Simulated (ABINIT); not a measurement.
## Run report: NiO, phonon calculation (part 1 of 3)

The run: phonon calculation of NiO (Fm-3m, 2 atoms in the cell). Method and program: Kohn-Sham DFT of a periodic cell, LDA, PseudoDojo NC SR LDA v0.4 stringent, spin-polarised (ABINIT 10.8.3).

The structure derives from an entry of the Crystallography Open Database.

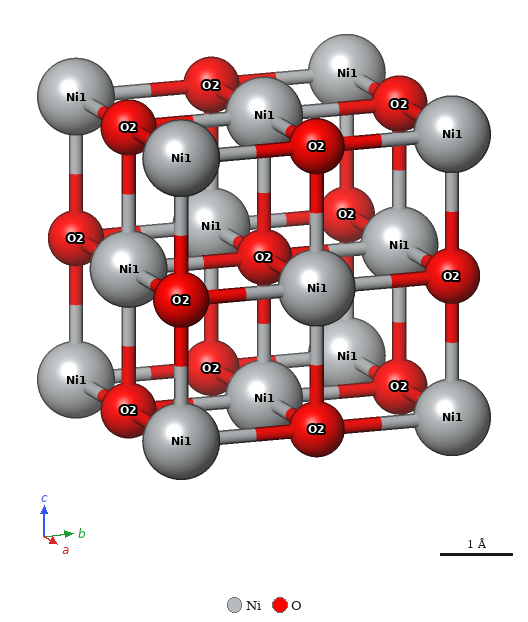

*The structure (ball-and-stick view of the cell 4 times as large as that of the calculation, set on its symmetry axes, seen slightly off an axis; atoms are numbered from 1 in the order of the input).*

## Results in brief

| quantity | value |
| --- | --- |
| outcome | converged |
| space group (tolerance 0.01 Å) | Fm-3m (225) |
| electrons treated | 24 |
| free energy | −5049.2908 eV |
| Fermi energy | 10.085 eV |
| gap on the k-point mesh | none (metallic) |
| net moment of the cell | 0.19 μB |
| pressure | −0.18 GPa |
| largest force (length of the vector) | under 0.001 eV/Å |
| hardware | 1 thread of Arm Neoverse V1, 24 GiB of memory available, shared host |
| wall time | 15 min |
| peak memory | 0.62 GiB |

## Notes

Points of doubt noted for this run: k mesh coarse for metal response.

## Input file
```
# Datasets
ndtset 2

# Pseudopotentials
pp_dirpath "./"
pseudos "Ni.upf, O.upf"

# Structure
acell 5.4019144575 5.4019144575 5.4019144575
rprim
     0.0000000000     0.7071067812     0.7071067812
     0.7071067812     0.0000000000     0.7071067812
     0.7071067812     0.7071067812     0.0000000000
ntypat 2
znucl 28 8
natom 2
typat 1 2
chkprim 0
chksymtnons 0
tolsym 1.0e-6
xred
            0.0            0.0            0.0
            1/2            1/2            1/2

# Plane-wave basis
ecut 52.0
ecutsm 0.5

# k points
ngkpt 6 6 6
nshiftk 4
shiftk
     0.5000000000     0.5000000000     0.5000000000
     0.5000000000     0.0000000000     0.0000000000
     0.0000000000     0.5000000000     0.0000000000
     0.0000000000     0.0000000000     0.5000000000

# Exchange and correlation
ixc 7

# Bands and occupations
nband 21
occopt 3
tsmear 0.05 eV

# Spin
nsppol 2
spinat
     0.0000000000     0.0000000000     1.0000000000
     0.0000000000     0.0000000000     0.0000000000

# SCF cycle
nstep 80

# Output
prteig 0
prtebands 0
prtwf 0
prtden 0
prtpot 0

# Dataset 1: ground state
kptopt1 1
tolvrs1 1.0e-15
prtwf1 1
tolwfr1 1.0e-14
nbdbuf1 4
nline1 6

# Dataset 2: response at q = 0 to atomic displacements
rfphon2 1
rfatpol2 1 2
rfdir2 1 1 1
getwfk2 1
kptopt2 2
nqpt2 1
qpt2 0.0 0.0 0.0
tolvrs2 1.0e-8
```

## File mrgddb.in
```
merged_DDB
NiO
2
runo_DS1_DDB
runo_DS2_DDB
```

## File anaddb.abi
```
ddb_filepath "merged_DDB"
output_file "anaddb.abo"
outdata_prefix "ana"
asr 1
chneut 0
dipdip 0
dieflag 0
enunit 0
eivec 1
nph1l 1
qph1l 0.0 0.0 0.0 1.0
```

Launch command:
```bash
abinit run.abi > log 2>&1
mrgddb < mrgddb.in > mrgddb.log 2>&1
anaddb anaddb.abi > anaddb.log 2>&1
```

## Output
```
.Version 10.8.3 of ABINIT
 DATASET    1 : space group Fm -3 m (#225); Bravais cF (face-center cubic)
================================================================================
 Values of the parameters that define the memory need for DATASET  1.
     intxc =       0    ionmov =       0      iscf =       7    lmnmax =       6
     lnmax =       6     mgfft =      36  mpssoang =       3    mqgrid =    3001
     natom =       2  nloc_mem =       1    nspden =       2   nspinor =       1
    nsppol =       2      nsym =      48    n1xccc =    2501    ntypat =       2
    occopt =       3   xclevel =       1
       mpw =        2008          nfft =       46656          nkpt =          28
================================================================================
================================================================================

 DATASET    2 : space group Fm -3 m (#225); Bravais cF (face-center cubic)
================================================================================
 Values of the parameters that define the memory need for DATASET  2 (RF).
     intxc =       0      iscf =       7    lmnmax =       6     lnmax =       6
     mgfft =      36  mpssoang =       3    mqgrid =    3001     natom =       2
  nloc_mem =       1    nspden =       2   nspinor =       1    nsppol =       2
      nsym =      48    n1xccc =    2501    ntypat =       2    occopt =       3
   xclevel =       1
      nfft =       46656          nkpt =         432
================================================================================
================================================================================

--------------------------------------------------------------------------------
------------- Echo of variables that govern the present computation ------------
--------------------------------------------------------------------------------
 -outvars: echo values of preprocessed input variables --------
            acell      5.4019144575E+00  5.4019144575E+00  5.4019144575E+00 Bohr
              amu      5.86900000E+01  1.59994000E+01
          chkprim           0
      chksymtnons           0
             ecut      5.20000000E+01 Hartree
           ecutsm      5.00000000E-01 Hartree
           getwfk1          0
           getwfk2          1
              ixc           7
           jdtset        1    2
                       outvar_i_n : Printing only first  50 k-points.
           kptopt1          1
           kptopt2          2
         kptrlatt        6   -6    6     -6    6    6     -6   -6    6
          kptrlen      4.58367641E+01
            natom           2
            nband1         21
            nband2         21
           nbdbuf1          4
           nbdbuf2          2
           ndtset           2
            ngfft          36      36      36
             nkpt1         28
             nkpt2        432
            nline1          6
            nline2          4
             nqpt1          0
             nqpt2          1
           nspden           2
           nsppol           2
            nstep          80
             nsym          48
           ntypat           2
                       prtocc : prtvol=0, do not print more k-points.
                       1.000000  1.000000  1.000000  1.000000  1.000000  1.000000
                       1.000000  1.000000  1.000000  1.000000  1.000000  1.000000
                       0.000000  0.000000  0.000000  0.000000  0.000000  0.000000
                       0.000000  0.000000  0.000000
                       1.000000  1.000000  1.000000  1.000000  1.000000  1.000000
                       1.000000  1.000000  1.000000  1.000000  1.000000  1.000000
                       0.000000  0.000000  0.000000  0.000000  0.000000  0.000000
                       0.000000  0.000000  0.000000
                       1.000000  1.000000  1.000000  1.000000  1.000000  1.000000
                       1.000000  1.000000  1.000000  1.000000  1.000000  1.000000
                       0.000000  0.000000  0.000000  0.000000  0.000000  0.000000
                       0.000000  0.000000  0.000000
                       1.000000  1.000000  1.000000  1.000000  1.000000  1.000000
                       1.000000  1.000000  1.000000  1.000000  1.000000  1.000000
                       0.000000  0.000000  0.000000  0.000000  0.000000  0.000000
                       0.000000  0.000000  0.000000
                       1.000000  1.000000  1.000000  1.000000  1.000000  1.000000
                       1.000000  1.000000  1.000000  1.000000  1.000000  1.000000
                       0.000000  0.000000  0.000000  0.000000  0.000000  0.000000
                       0.000000  0.000000  0.000000
                       1.000000  1.000000  1.000000  1.000000  1.000000  1.000000
                       1.000000  1.000000  1.000000  1.000000  1.000000  1.000000
                       0.000000  0.000000  0.000000  0.000000  0.000000  0.000000
                       0.000000  0.000000  0.000000
                       1.000000  1.000000  1.000000  1.000000  1.000000  1.000000
                       1.000000  1.000000  1.000000  1.000000  1.000000  1.000000
                       0.000000  0.000000  0.000000  0.000000  0.000000  0.000000
                       0.000000  0.000000  0.000000
                       1.000000  1.000000  1.000000  1.000000  1.000000  1.000000
                       1.000000  1.000000  1.000000  1.000000  1.000000  1.000000
                       0.000000  0.000000  0.000000  0.000000  0.000000  0.000000
                       0.000000  0.000000  0.000000
                       1.000000  1.000000  1.000000  1.000000  1.000000  1.000000
                       1.000000  1.000000  1.000000  1.000000  1.000000  1.000000
                       0.000000  0.000000  0.000000  0.000000  0.000000  0.000000
                       0.000000  0.000000  0.000000
                       1.000000  1.000000  1.000000  1.000000  1.000000  1.000000
                       1.000000  1.000000  1.000000  1.000000  1.000000  1.000000
                       0.000000  0.000000  0.000000  0.000000  0.000000  0.000000
                       0.000000  0.000000  0.000000
                       1.000000  1.000000  1.000000  1.000000  1.000000  1.000000
                       1.000000  1.000000  1.000000  1.000000  1.000000  1.000000
                       0.000000  0.000000  0.000000  0.000000  0.000000  0.000000
                       0.000000  0.000000  0.000000
                       1.000000  1.000000  1.000000  1.000000  1.000000  1.000000
                       1.000000  1.000000  1.000000  1.000000  1.000000  1.000000
                       0.000000  0.000000  0.000000  0.000000  0.000000  0.000000
                       0.000000  0.000000  0.000000
                       1.000000  1.000000  1.000000  1.000000  1.000000  1.000000
                       1.000000  1.000000  1.000000  1.000000  1.000000  1.000000
                       0.000000  0.000000  0.000000  0.000000  0.000000  0.000000
                       0.000000  0.000000  0.000000
                       1.000000  1.000000  1.000000  1.000000  1.000000  1.000000
                       1.000000  1.000000  1.000000  1.000000  1.000000  1.000000
                       0.000000  0.000000  0.000000  0.000000  0.000000  0.000000
                       0.000000  0.000000  0.000000
                       1.000000  1.000000  1.000000  1.000000  1.000000  1.000000
                       1.000000  1.000000  1.000000  1.000000  1.000000  1.000000
                       0.000000  0.000000  0.000000  0.000000  0.000000  0.000000
                       0.000000  0.000000  0.000000
                       1.000000  1.000000  1.000000  1.000000  1.000000  1.000000
                       1.000000  1.000000  1.000000  1.000000  1.000000  1.000000
                       0.000000  0.000000  0.000000  0.000000  0.000000  0.000000
                       0.000000  0.000000  0.000000
                       1.000000  1.000000  1.000000  1.000000  1.000000  1.000000
                       1.000000  1.000000  1.000000  1.000000  1.000000  1.000000
                       0.000000  0.000000  0.000000  0.000000  0.000000  0.000000
                       0.000000  0.000000  0.000000
                       1.000000  1.000000  1.000000  1.000000  1.000000  1.000000
                       1.000000  1.000000  1.000000  1.000000  1.000000  1.000000
                       0.000000  0.000000  0.000000  0.000000  0.000000  0.000000
                       0.000000  0.000000  0.000000
                       1.000000  1.000000  1.000000  1.000000  1.000000  1.000000
                       1.000000  1.000000  1.000000  1.000000  1.000000  1.000000
                       0.000000  0.000000  0.000000  0.000000  0.000000  0.000000
                       0.000000  0.000000  0.000000
                       1.000000  1.000000  1.000000  1.000000  1.000000  1.000000
                       1.000000  1.000000  1.000000  1.000000  1.000000  1.000000
                       0.000000  0.000000  0.000000  0.000000  0.000000  0.000000
                       0.000000  0.000000  0.000000
                       1.000000  1.000000  1.000000  1.000000  1.000000  1.000000
                       1.000000  1.000000  1.000000  1.000000  1.000000  1.000000
                       0.000000  0.000000  0.000000  0.000000  0.000000  0.000000
                       0.000000  0.000000  0.000000
                       1.000000  1.000000  1.000000  1.000000  1.000000  1.000000
                       1.000000  1.000000  1.000000  1.000000  1.000000  1.000000
                       0.000000  0.000000  0.000000  0.000000  0.000000  0.000000
                       0.000000  0.000000  0.000000
                       1.000000  1.000000  1.000000  1.000000  1.000000  1.000000
                       1.000000  1.000000  1.000000  1.000000  1.000000  1.000000
                       0.000000  0.000000  0.000000  0.000000  0.000000  0.000000
                       0.000000  0.000000  0.000000
                       1.000000  1.000000  1.000000  1.000000  1.000000  1.000000
                       1.000000  1.000000  1.000000  1.000000  1.000000  1.000000
                       0.000000  0.000000  0.000000  0.000000  0.000000  0.000000
                       0.000000  0.000000  0.000000
                       1.000000  1.000000  1.000000  1.000000  1.000000  1.000000
                       1.000000  1.000000  1.000000  1.000000  1.000000  1.000000
                       0.000000  0.000000  0.000000  0.000000  0.000000  0.000000
                       0.000000  0.000000  0.000000
                       1.000000  1.000000  1.000000  1.000000  1.000000  1.000000
                       1.000000  1.000000  1.000000  1.000000  1.000000  1.000000
                       0.000000  0.000000  0.000000  0.000000  0.000000  0.000000
                       0.000000  0.000000  0.000000
                       1.000000  1.000000  1.000000  1.000000  1.000000  1.000000
                       1.000000  1.000000  1.000000  1.000000  1.000000  1.000000
                       0.000000  0.000000  0.000000  0.000000  0.000000  0.000000
                       0.000000  0.000000  0.000000
                       1.000000  1.000000  1.000000  1.000000  1.000000  1.000000
                       1.000000  1.000000  1.000000  1.000000  1.000000  1.000000
                       0.000000  0.000000  0.000000  0.000000  0.000000  0.000000
                       0.000000  0.000000  0.000000
                       1.000000  1.000000  1.000000  1.000000  1.000000  1.000000
                       1.000000  1.000000  1.000000  1.000000  1.000000  1.000000
                       0.000000  0.000000  0.000000  0.000000  0.000000  0.000000
                       0.000000  0.000000  0.000000
                       1.000000  1.000000  1.000000  1.000000  1.000000  1.000000
                       1.000000  1.000000  1.000000  1.000000  1.000000  1.000000
                       0.000000  0.000000  0.000000  0.000000  0.000000  0.000000
                       0.000000  0.000000  0.000000
                       1.000000  1.000000  1.000000  1.000000  1.000000  1.000000
                       1.000000  1.000000  1.000000  1.000000  1.000000  1.000000
                       0.000000  0.000000  0.000000  0.000000  0.000000  0.000000
                       0.000000  0.000000  0.000000
```
